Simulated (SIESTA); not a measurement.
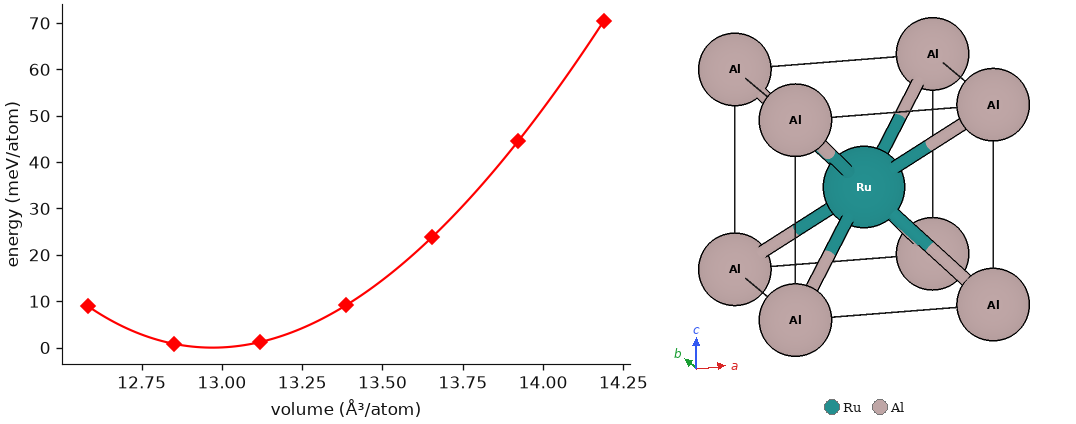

The picture above shows the energy against volume for AlRu, space group Pm-3m (No. 221). The conventional cell is drawn beside the plot.

Structure:
```yaml
crystal:
  lattice:
    - [2.99160, 0.00000, 0.00000]
    - [0.00000, 2.99160, 0.00000]
    - [0.00000, 0.00000, 2.99160]
  atoms:
    - { symbol: Ru, position: [0.50000, 0.50000, 0.50000] }
    - { symbol: Al, position: [0.00000, 0.00000, 0.00000] }
```

Calculation (SIESTA 5.4.2): DFT in numerical atomic orbitals with pseudopotentials, no spin polarisation; energies at scaled volumes of the given cell, shape and fractions fixed, counted from the fit's minimum, third-order Birch-Murnaghan fit. Level: LDA.

```json
{"setting": "k mesh", "value": "9×9×9"}
{"setting": "occupations", "value": "Fermi–Dirac"}
{"setting": "smearing width", "value": "0.05 eV"}
{"setting": "potentials", "value": "PseudoDojo 0.4 standard, converted to PSML, two zetas on semicore shells"}
{"setting": "program settings", "value": "basis DZP, mesh cutoff 800 Ry"}
```

This calculation gives: equilibrium volume 12.97 Å³/atom and bulk modulus 233 GPa.

Now Ru is replaced by Pt on all its sites, which gives AlPt in the same structure. How do these quantities change?

The equilibrium volume rises from 12.97 to 14.04 Å³/atom (+8.2 %) and the bulk modulus falls from 233 to 217 GPa (−6.9 %).

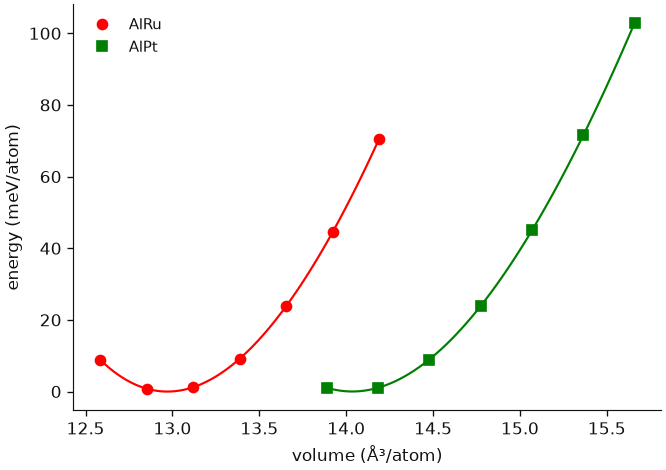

The two results together.

For AlRu, limits of the calculation: mulliken charges of long orbitals.

For AlPt, limits of the calculation: mulliken charges of long orbitals; short basis over semicore shells; spin-orbit coupling left out, heavy elements.

V0 and the bulk modulus come from third-order Birch–Murnaghan fits.
